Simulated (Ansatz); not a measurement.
**Run report: Al₂Cu, single-point calculation**

The run: single-point calculation of Al₂Cu (3 atoms in the cell). Method and program: DFT, r2SCAN, plane waves, PAW, no spin polarisation (Ansatz 0.2.0).

The structure derives from a Materials Project entry. Figures and captions count atoms from 1; the log counts them from 0 in places.

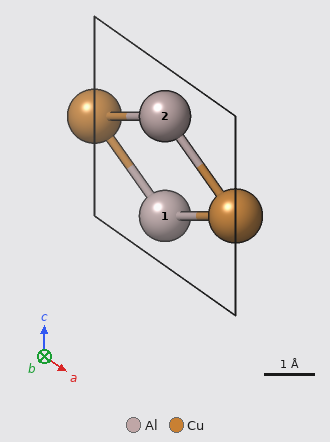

Figure 1. The structure (ball-and-stick view of the reduced cell, along the b axis; atoms are numbered from 1 in the order of the input). An atom can appear more than once, as a periodic image. Near neighbours in the periodic cell (some may lie outside the picture): Al has 4 Cu at 2.48 Å; Cu has 8 Al at 2.48 Å.

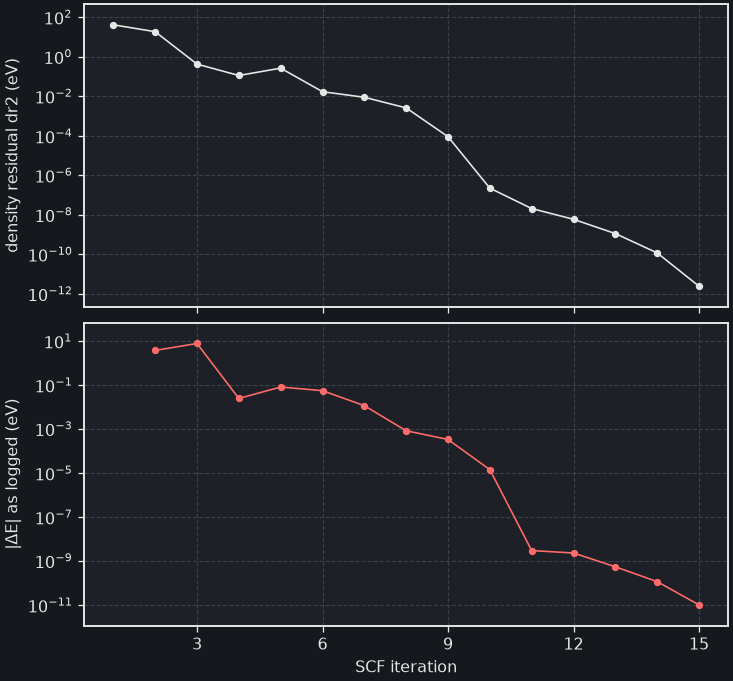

Figure 2. Convergence of the self-consistent field: density residual dr2 and size of the energy change against the SCF iteration. The residual comes down, with one marked jump up, by a factor of about 2.5, at step 5.

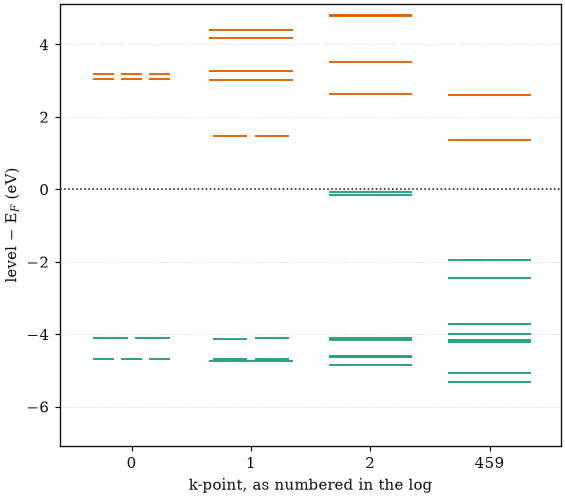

Figure 3. Kohn–Sham levels near the Fermi level (dotted) at the few k-points that the log prints; levels within 0.02 eV of each other stand side by side. The system is metallic on the full mesh.

The input and output of the run follow.

## Input file
```yaml
crystal:
  lattice:
    - [4.0547150336, 0.0, 0.0]
    - [0.0, 5.7339750267, 0.0]
    - [2.0273575168, 2.8669875134, 2.0273575168]
  atoms:
    - { symbol: Al, position: [0.5, 0.75, 0.0] }
    - { symbol: Al, position: [0.5, 0.25, 0.0] }
    - { symbol: Cu, position: [0.0, 0.5, 0.0] }
kpoints:
  mp_grid: { grid: [9, 6, 17] }
hamiltonian:
  xc: r2scan
scf:
  occupations: { method: gaussian, width: 0.1 }
  initial_density: { chi_scale: 0.3 }
output:
  forces: true
  eigenvalues: true
  stress: true
accuracy: high
```

Command:
```bash
ansatz run input.yaml --threads 2 --pin off --max-ram 5120MiB --backend cpu --events-out ev --progress --plain --runs-dir out
```

## Output
```
Warning: 32 symmetry operations that the atoms keep within the bar at which the run's group was sought (crystal.symmetry.tolerance 1.0e-5, or twice it) were not taken beside the 16 unitary ones that the detection took (of a slab, those that keep its plane). If the more symmetric cell is meant, write the vectors of crystal.lattice to more decimals, or, with the positions in fractional coordinates, give it by lengths and angles (which lays the cell in the standard orientation, to which the deck's other Cartesian keys then refer), with the lengths that are meant to be equal typed equal, the angles likewise, and each angle that the symmetry fixes typed at its exact value (of a frozen-density pass: in the run whose state it reads). The detection then takes those 32 too, where the atoms keep them as a group. The lattice (crystal.lattice as typed, or as saved on a frozen-density pass laid at its state's geometry) misses each of them by more than the tolerance, the farthest off changing a squared length by the fraction 9.0e-5. The run does not impose them: its cell is that one, or, where this deck is also told that its lattice was moved onto its group, that cell laid onto the operations that were taken. If the cell is strained on purpose, what lies past the tolerance is rightly left out.
Warning: crystal.symmetry: narrowed to the stabiliser of the k-point mesh — unitary ops 16 → 2; excluded 14 operations that carry a point of the 9×6×17 mesh (shift [0, 0, 0]) off the mesh (the run samples exactly the mesh kpoints.mp_grid names, as under crystal.symmetry.detect: false, and its converged state has the mesh's symmetry, not the crystal's; ε∞, the Born charges and the force constants of a linear response (`dielectric:` by the response, `phonons.method: dfpt`) are averaged over those of the crystal's operations that the state keeps within a tolerance, where `mesh_tensors`, `unaveraged_element` or `gamma_mean_max_change_ev_ang2` stands beside them; a row that `dielectric.field_direction` solves alone is averaged likewise, with nothing beside; a Γ-centred mesh of equal divisions is mapped onto itself by every operation and keeps the whole group, as does a half-shifted one under kpoints.further_shifts: images)
Engine: ansatz 0.2.0, x86_64-unknown-linux-gnu
Pseudopotentials: kind: paw
Pseudopotential: Al, paw, valence charge 3, recommended cutoff 500 eV (meta_gga), Al.paw.azcp
Pseudopotential: Cu, paw, valence charge 19, recommended cutoff 500 eV (meta_gga), Cu.paw.azcp
Functional definition: r2SCAN
  parameter k0 = 0.174
  parameter k1 = 0.065
  parameter a1 = 4.9479
  exchange = r2scan_x(k0 = k0, k1 = k1, a1 = a1)
  correlation = r2scan_c
Crystal: 3 atoms, lattice volume = 47.135 Å³
Basis set: ecut = 500 eV, 1243 PW (Γ), exchange–correlation on 180×240×180 points (125 copies of the dense FFT grid, shifted against one another)
Bands: 17, of which v1, the nominal top of the filled ones, is band 13 counted from 1 (12 counted from 0)
Symmetry: 2 space group operations
k-points: 460 of 918
Non-local potential: Al, projectors of the file, l = 0: 2, l = 1: 2, l = 2: 1
Non-local potential: Cu, projectors of the file, l = 0: 3, l = 1: 2, l = 2: 3, l = 3: 1
PAW form: soft (Blöchl's): semilocal exchange-correlation on the pseudo side does not see the compensation charge
PAW frozen core: Al, regenerated for the run's functional (the file was generated under x = pbe(κ = 0.804, μ = 0.2195149727645171), c = pbe(β = 0.06672455060314922))
PAW frozen core: Cu, regenerated for the run's functional (the file was generated under x = pbe(κ = 0.804, μ = 0.2195149727645171), c = pbe(β = 0.06672455060314922))
PAW one-centre angular grid: Al, 302 points (default); XC on 160 Gauss nodes
PAW one-centre angular grid: Cu, 590 points (default); XC on 160 Gauss nodes
Initial density: superposition of atomic densities (chi_scale 0.3, normalization cell, long waves kept (reshape's long-wave potential 0.00 eV rms))
Initial wavefunctions: pseudopotential atomic-orbital guess
Functional: x = r2scan, c = r2scan; τ floored in thin density (d = 2e-4 eV/Å³)
SCF iter   1: F=—  HF=-7716.592532 eV  |F-HF|=—  |Δ(HF+E_count)|=         —  Δρ=3.43e-1  dr2=4.15e1  dr2_τ=1.16e-1  ethr=3.10e-3  ⟨swp⟩=5.2  Hψ=39980  notcnv=0
preconditioner: auto → Kerker (q_TF=auto, 2.455 Å⁻¹)  [metal: Δε(μ)=0.010 eV  Ē_g=7.547 eV  σ=0.100 eV  W_gap=0.06  n_scr=14 (ndim 8)  ℏωp=22.3 eV  f_vac=0.000  D(μ)=1.10/eV (n_scr^D=8)]
SCF iter   2: F=—  HF=-7720.265931 eV  |F-HF|=—  |Δ(HF+E_count)|=    3.67e0  Δρ=2.79e-1  dr2=1.86e1  dr2_τ=1.73e-1  ethr=3.10e-3  ⟨swp⟩=4.0  Hψ=30717  notcnv=0  defer=98
SCF iter   3: F=—  HF=-7712.681376 eV  |F-HF|=—  |Δ(HF+E_count)|=    7.58e0  Δρ=4.74e-2  dr2=4.25e-1  dr2_τ=3.08e-3  ethr=3.10e-3  ⟨swp⟩=3.3  Hψ=24577  notcnv=0  defer=130
SCF iter   4: F=—  HF=-7712.657286 eV  |F-HF|=—  |Δ(HF+E_count)|=   2.41e-2  Δρ=1.70e-2  dr2=1.13e-1  dr2_τ=2.08e-3  ethr=1.70e-3  ⟨swp⟩=2.0  Hψ=16742  notcnv=0  defer=129
SCF iter   5: F=—  HF=-7712.736785 eV  |F-HF|=—  |Δ(HF+E_count)|=   7.95e-2  Δρ=2.79e-2  dr2=2.65e-1  dr2_τ=8.87e-4  ethr=4.51e-4  ⟨swp⟩=2.3  Hψ=16903  notcnv=0  defer=128  recentre
SCF iter   6: F=—  HF=-7712.682533 eV  |F-HF|=—  |Δ(HF+E_count)|=   5.43e-2  Δρ=7.35e-3  dr2=1.71e-2  dr2_τ=4.33e-4  ethr=4.51e-4  ⟨swp⟩=2.0  Hψ=13584  notcnv=0  defer=128
SCF iter   7: F=—  HF=-7712.693874 eV  |F-HF|=—  |Δ(HF+E_count)|=   1.13e-2  Δρ=5.25e-3  dr2=8.91e-3  dr2_τ=4.56e-5  ethr=6.83e-5  ⟨swp⟩=2.0  Hψ=14069  notcnv=0  defer=127
SCF iter   8: F=—  HF=-7712.694693 eV  |F-HF|=—  |Δ(HF+E_count)|=   8.19e-4  Δρ=2.69e-3  dr2=2.59e-3  dr2_τ=7.60e-6  ethr=3.56e-5  ⟨swp⟩=2.0  Hψ=11597  notcnv=0  defer=127
SCF iter   9: F=—  HF=-7712.694365 eV  |F-HF|=—  |Δ(HF+E_count)|=   3.29e-4  Δρ=4.97e-4  dr2=9.03e-5  dr2_τ=3.77e-7  ethr=1.04e-5  ⟨swp⟩=2.0  Hψ=10781  notcnv=0  defer=127
SCF iter  10: F=—  HF=-7712.694351 eV  |F-HF|=—  |Δ(HF+E_count)|=   1.40e-5  Δρ=2.13e-5  dr2=2.25e-7  dr2_τ=2.63e-9  ethr=3.61e-7  ⟨swp⟩=2.6  Hψ=11055  notcnv=0  defer=127
iter 11 met the thresholds in force, and the SCF goes on for the forces or the stress (scf.convergence.dr2_threshold)
SCF iter  11: F=-7712.694351 eV  HF=-7712.694351 eV  |F-HF|=1.79e-9  |Δ(HF+E_count)|=   2.94e-9  Δρ=5.83e-6  dr2=2.09e-8  dr2_τ=6.59e-11  ethr=4.00e-10  ⟨swp⟩=6.4  Hψ=37336  notcnv=0
SCF iter  12: F=—  HF=-7712.694351 eV  |F-HF|=—  |Δ(HF+E_count)|=   2.28e-9  Δρ=4.16e-6  dr2=5.96e-9  dr2_τ=5.83e-11  ethr=8.36e-11  ⟨swp⟩=2.1  Hψ=10751  notcnv=0
SCF iter  13: F=—  HF=-7712.694351 eV  |F-HF|=—  |Δ(HF+E_count)|=  5.39e-10  Δρ=1.79e-6  dr2=1.13e-9  dr2_τ=8.01e-12  ethr=2.38e-11  ⟨swp⟩=2.3  Hψ=12160  notcnv=0
SCF iter  14: F=—  HF=-7712.694351 eV  |F-HF|=—  |Δ(HF+E_count)|=  1.14e-10  Δρ=5.75e-7  dr2=1.19e-10  dr2_τ=1.17e-12  ethr=4.52e-12  ⟨swp⟩=2.4  Hψ=10660  notcnv=0
SCF iter  15: F=-7712.694351 eV  HF=-7712.694351 eV  |F-HF|=4.55e-12  |Δ(HF+E_count)|=  1.00e-11  Δρ=8.39e-8  dr2=2.45e-12  dr2_τ=2.75e-14  ethr=1.00e-12  ⟨swp⟩=5.5  Hψ=31087  notcnv=0
SCF 1 converged in 15 iterations: F = -7712.694351 eV  dr2 = 2.45e-12
  greatest PAW one-centre occupation: 1.000 electrons in one spin orbital (limit 2), on the Cu atom at site 2 (counted from 0), in its partial waves of l = 0
SCF converged after 15 iterations
Free energy (F): -7712.694351 eV
Harris-Foulkes:  -7712.694351 eV  (|F-HF|=4.55e-12)
Internal energy: -7712.690366 eV  (E = F + TS)
E sigma→0 (E₀):  -7712.692358 eV
Entropy (-TS):   -0.003985 eV (-1.328 meV/atom)
Fermi energy:    9.298634 eV
--- Per-component energies (eV) ---
  E_band       = -517.894008
  E_kinetic    = 346.477012
  E_local      = -5896.310660  (includes V_loc(G=0)·N_el)
  E_nonlocal   = 404.484264
  E_hartree    = 2643.967574
  E_xc         = -158.843394
  E_vxc        = -190.050607  (∫ρ·V_xc dr)
  E_paw        = -2616.020772  (= ΣΔE_a)
  E_vpaw       = -482.573604  (= ΣTr[D̂ρ^β])
  E_aug_tail   = 0.000146  (compensation charges beyond the density's cutoff)
  E_vtau       = 12.144159  (kinetic-family band-sum trace: ∫τ·v_τ [+ j·A + Jᵃ·Aᵃ] dr)
  E_ewald      = -2436.023211
  E_core_change = -0.421324  (= ΣΔE_core)
  E_smearing   = -0.003985  (= −TS)
  E_closure    = 0.000000  (closes the sum)
  Σ components = -7712.694351   (vs F -7712.694351, Δ=0.00e0)
--- Forces (eV/Å), atoms counted from 1 ---
  atom   1  Al    -0.00497293     0.00246625    -0.01271237
  atom   2  Al     0.00497293    -0.00246625     0.01271237
  atom   3  Cu     0.00000000     0.00000000     0.00000000
  max |Σ_I F_I| component: 0.00e0 eV/Å
--- Stress (GPa, compression-positive) ---
        0.049614       0.280424       0.162678
        0.280424      -0.590357      -0.159950
        0.162678      -0.159950       0.581246
  P = ⅓ Tr σ = 0.0135 GPa (0.135 kbar)
--- Band table (eV; the first three rows and the last of 460) ---
  k-point 0: bands = ["-108.4363", "-64.2287", "-64.2249", "-64.2217", "-1.4953", "4.6023", "4.6035", "4.6062", "5.1781", "5.1813", "12.3330", "12.3349", "12.3358", "12.4696", "12.4710", "12.4715", "14.4542"]
  k-point 1: bands = ["-108.4363", "-64.2287", "-64.2249", "-64.2217", "-1.3636", "4.5626", "4.6235", "4.6256", "5.1669", "5.1817", "10.7721", "10.7786", "12.3084", "12.5519", "13.4762", "13.6925", "15.3430"]
  k-point 2: bands = ["-108.4363", "-64.2288", "-64.2249", "-64.2218", "-0.9712", "4.4429", "4.6615", "4.6884", "5.1319", "5.1983", "9.1319", "9.2193", "11.9407", "12.8024", "14.0864", "14.1065", "14.5829"]
  k-point 459: bands = ["-108.4363", "-64.2288", "-64.2250", "-64.2218", "1.8742", "3.9894", "4.2200", "5.0840", "5.1326", "5.2941", "5.5909", "6.8577", "7.3351", "10.6575", "11.9005", "17.1850", "19.4652"]
```

## Results in brief

| quantity | value |
| --- | --- |
| outcome | converged |
| space group (tolerance 0.01 Å) | Fm-3m (225) |
| electrons treated | 25 |
| free energy | −7712.6944 eV |
| Fermi energy | 9.299 eV |
| gap on the k-point mesh | none (metallic) |
| pressure | 0.01 GPa |
| largest force (length of the vector) | 0.014 eV/Å |
| hardware | 2 threads of Intel Xeon @ 2.90GHz (Ice Lake), 192 GiB of memory available, shared host |
| wall time | 49 s (CPU time 95 s) |
| peak memory | 1.2 GiB |

## Remarks

Settings chosen away from the usual ones: accuracy set to high; scf.initial_density.chi_scale set to 0.3; basis.ecutwfc removed. The program warns: near-symmetries of the structure were not used; the k-point mesh lowers the symmetry that the run can use.
